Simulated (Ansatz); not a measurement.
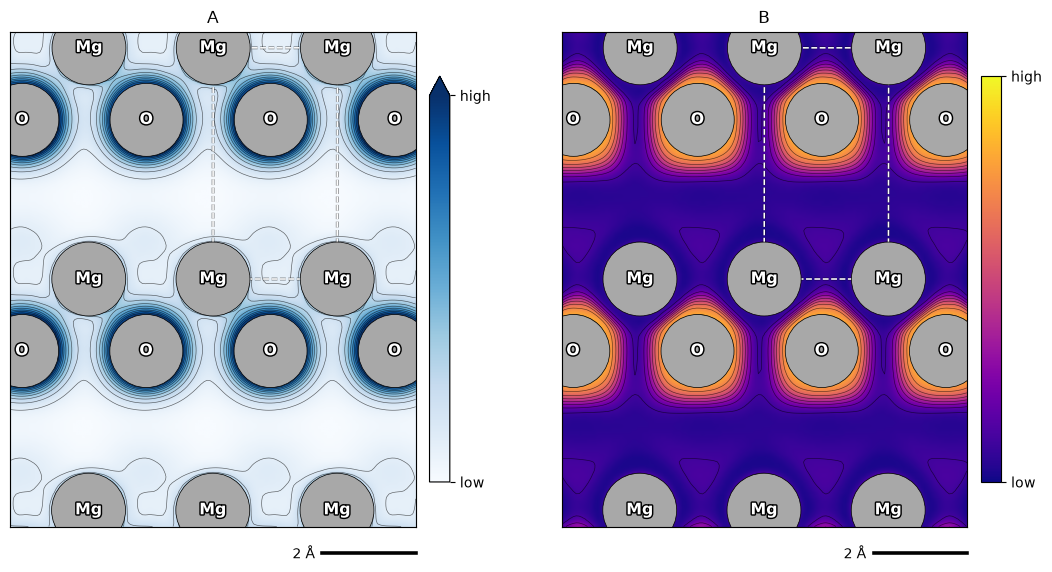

MgO: 2 fields on the (011̄) plane of the conventional cell, with unlabelled colour scales. Grey discs cover the atomic cores.

Space group P1; a structure from a database of computed crystals, not necessarily the ambient phase; changed on purpose from its base cell (all atoms moved at random, cell strained at random); not relaxed (largest force 0.8 eV/Å); computed pressure about 10 GPa in this cell.

All numbers below come from DFT PBE, scalar-relativistic, plane waves, PAW (Ansatz).

```cif
data_structure
_symmetry_space_group_name_H-M 'P 1'
_symmetry_Int_Tables_number 1
_cell_length_a 2.6646
_cell_length_b 2.8688
_cell_length_c 2.8716
_cell_angle_alpha 60.510
_cell_angle_beta 89.938
_cell_angle_gamma 89.972
_cell_volume 19.11
loop_
_atom_site_label
_atom_site_type_symbol
_atom_site_fract_x
_atom_site_fract_y
_atom_site_fract_z
_atom_site_occupancy
Mg1 Mg 0.01804 0.96608 0.01202 1
O1 O 0.48196 0.70059 0.65465 1
```

> Which field does each panel show? The fields are: electron localisation function and valence pseudo-density.

Panel A: valence pseudo-density. Panel B: electron localisation function. From the grid: Mg–O (1.98 Å): ρ at the midpoint is about 0.44 e/Å³; the ELF peaks at about 0.85 in the valence shell of O, 0.6 Å from its nucleus, and is about 0.35 at the midpoint (an ionic contact with no shared pair). Mg–O (2.11 Å): ρ at the midpoint is about 0.34 e/Å³; the ELF peaks at about 0.85 in the valence shell of O, 0.6 Å from its nucleus, and is about 0.35 at the midpoint; an ionic contact with no shared pair.
